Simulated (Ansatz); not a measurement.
Cell and atoms:

Space group P4/nmm:1 (No. 129). a = 3.122 Å, b = 3.122 Å, c = 16.740 Å, α = 90.00°, β = 90.00°, γ = 90.00°
```
atom  site  symmetry       x       y       z
  Al    2c       4mm  0.5000  0.0000  0.2019
  Al    2c       4mm  0.0000  0.5000  0.9586
  Al    2c       4mm  0.5000  0.0000  0.7064
  Al    2c       4mm  0.0000  0.5000  0.4541
  Ru    2c       4mm  0.5000  0.0000  0.3739
  Ru    2c       4mm  0.0000  0.5000  0.1216
```

Q: Before looking at a picture, describe the arrangement of atoms.

A: The solid is Al2Ru. The space group is P4/nmm (No. 129); the lattice is primitive tetragonal. Content of the cell: 8 Al, 4 Ru (Z = 4). Neighbours within bonding distance: Al 10 and Ru 10. Not all metal-metal contacts are counted.

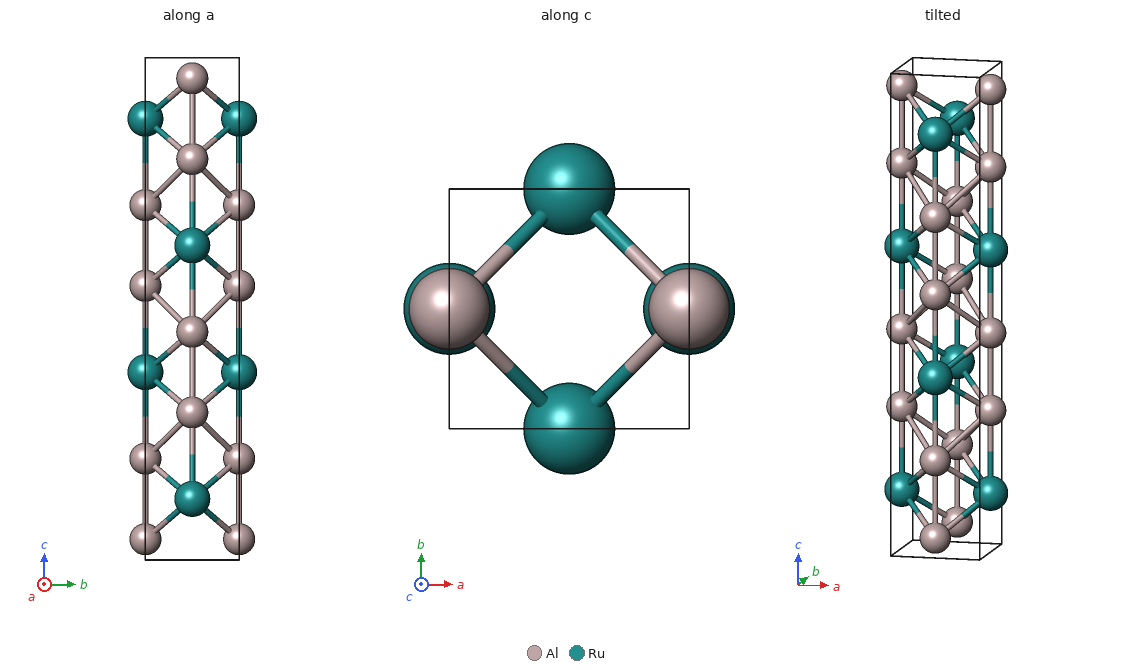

The crystal in a ball-and-stick representation, seen along the a axis, along the c axis and slightly off an axis. The lines enclose the conventional unit cell; boundary atoms appear with their images. Colours: aluminium light grey, ruthenium teal.

Starting structure: a structure listed in the Materials Project. The cell was then strained or its atoms displaced on purpose. An electronic-structure calculation with Ansatz was run on it.

At this level of theory the run's own cell isn't at rest (forces up to 0.7 eV/Å), so its distances can differ from those at equilibrium, the more so the softer the solid.
